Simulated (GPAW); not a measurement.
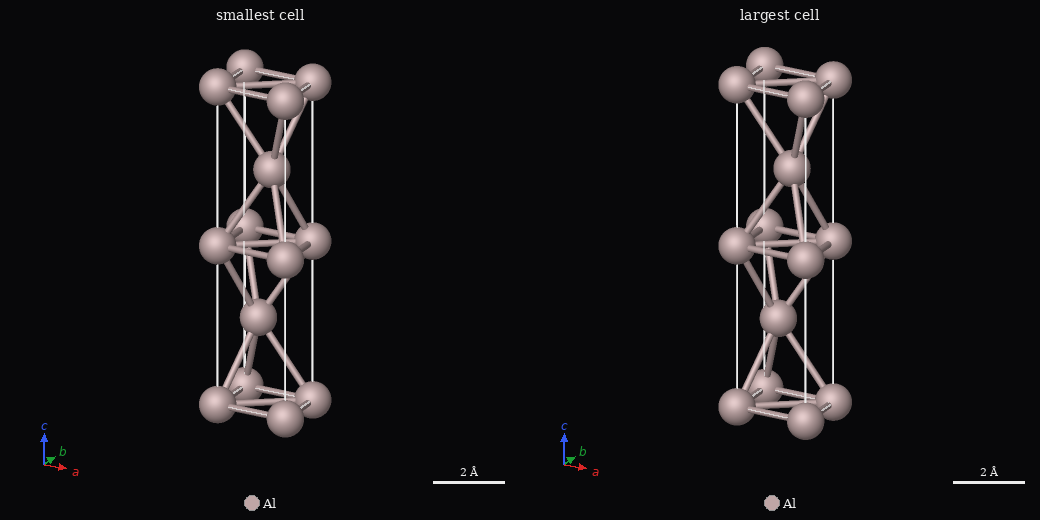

Al, double hexagonal close-packed (α-La type), space group P6₃/mmc (No. 194), relaxed (cell and atoms, zero pressure) with five choices of dispersion term on top of PBEsol; the smallest and the largest of the relaxed conventional cells are drawn to one scale (sticks follow a distance rule). The start was a structure listed in the Materials Project. This isn't the form of Al at room conditions, which is fcc.

Alike in all runs: GPAW 26.7.0; functional PBEsol; potentials PAW data sets generated in the run's folder for this functional; cutoff 600 eV; k mesh 9 × 9 × 3 on the run's cell of 4 atoms; occupations fermi-dirac, width 0.05 eV; no spin polarisation; no spin-orbit coupling. All runs are metallic.

| level | volume (Å³/atom) | a (Å) | c (Å) |
| --- | --- | --- | --- |
| D3 | 15.92 | 2.809 | 9.317 |
| D3(BJ) | 15.61 | 2.792 | 9.250 |
| D4 | 15.85 | 2.806 | 9.300 |
| none | 16.25 | 2.828 | 9.381 |
| D3(BJ)-ATM | ? | ? | ? |

Question: Fill in the row of D3(BJ)-ATM.

Answer: Volume 15.66 Å³/atom; a 2.795 Å; c 9.260 Å. That is between D3(BJ) and D4 in volume.

Question: Order the levels by the relaxed volume, smallest first.

Answer: D3(BJ) (15.61 Å³/atom), D3(BJ)-ATM (15.66 Å³/atom), D4 (15.85 Å³/atom), D3 (15.92 Å³/atom), none (16.25 Å³/atom). Rows within a few tenths of a per cent can't be told apart.

Caveat: later steps reuse the first step's grids; pairwise dispersion terms can overbind metals strongly.
